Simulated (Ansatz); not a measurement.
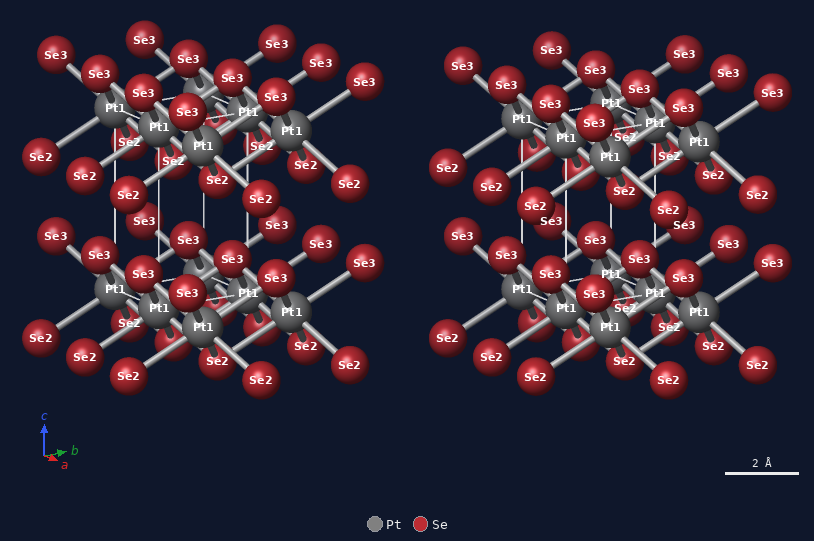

Two geometries of a crystal of PtSe2 (set up in P-3m1), drawn at one scale. One is the start of a relaxation, the other its converged end. Style: ball-and-stick. Shown: the cell of the calculation, repeated 2 × 1 × 1 with one cell outlined, slightly off an axis.

Level of theory: Kohn-Sham DFT of a periodic cell, SVWN5, Ansatz PAW (Ansatz 0.2.0). (plane-wave cutoff 420 eV; k-point mesh 8 × 8 × 5; occupations fermi-dirac; smearing width 0.05 eV; no spin polarisation; cell and atoms relaxed; force threshold 0.01 eV/Å; at most 40 steps)

> Which geometry has the lower energy?

The right one is the relaxed one. The run lets cell and atoms move. After 4 accepted moves (5 points after the start) the energy has fallen by 12.0 meV per atom. Largest force component: 0.19 eV/Å at the start, 0.0056 eV/Å at the end. The pressure goes from −0.56 to 0.03 GPa. At 1 point the geometry stayed and the basis and grid were re-selected for the new cell (energy shift of 0.2 meV per atom at most each time). The largest moves relative to the cell, 0.073 Å, are those of Se2 and Se3. Se3 goes along +c. Pt stays in place. Cell: a = b 3.724 → 3.738 Å (+0.4 %), c 5.062 → 4.761 Å (−5.9 %). Volume −5.3 %. Among the contacts that change: Pt1–Se2 2.495 → 2.501 Å. The space group stays P-3m1 (No. 164). The run took 3.8 s on 2 threads of AMD EPYC 9R45 96-Core Processor (Zen 5) (shared host), peak memory 0.45 GiB.
